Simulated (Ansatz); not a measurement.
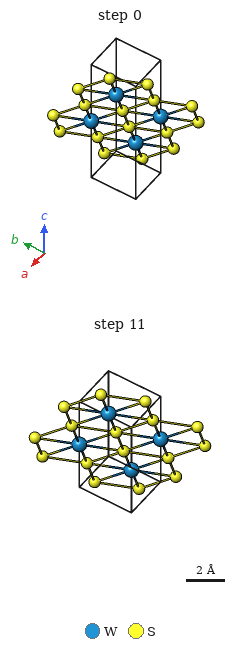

The structure of a crystal of WS$_{2}$ (a generated structure, set up in P6/mmm) (coarse preliminary run) before (top) and after (bottom) a relaxation, at one scale.

The picture is a ball-and-stick view of the cell of the calculation, seen from a free direction.

All numbers below come from Ansatz 0.2.0, DFT PBE, scalar-relativistic, plane waves, PAW. (plane-wave cutoff 420 eV; k-point mesh 6 × 6 × 4; occupations gaussian; smearing width 0.1 eV; collinear spin; cell and atoms relaxed; force threshold 0.04 eV/Å; at most 70 steps)

Describe what moved and what it gained.

Answer. Over 10 accepted moves (11 points after the start) the energy falls by 1968 meV per atom. All forces vanish by symmetry, so only the cell relaxes. Pressure: 57.05 GPa at the start and 0.21 GPa at the end. The SCF was repeated once at an unchanged geometry on a basis and grid sized afresh for the cell, which shifted the energy by 4.1 meV per atom at most. The atoms keep their places relative to the cell (all moves are under 0.005 Å). The drawn cell changes as follows: a = b 3.735 → 4.377 Å (+17.2 %), c 6.537 → 4.958 Å (−24.2 %); the volume changes by +4.1 %. Near-neighbour distances that change, for instance: S–S 2.156 → 2.527 Å, S–W 2.156 → 2.527 Å. The space group stays P6/mmm (No. 191). The run took 53 s on 1 thread of Intel(R) Xeon(R) Platinum 8259CL CPU @ 2.50GHz (Skylake/Cascade Lake), with other jobs on the host, peak memory 0.42 GiB.
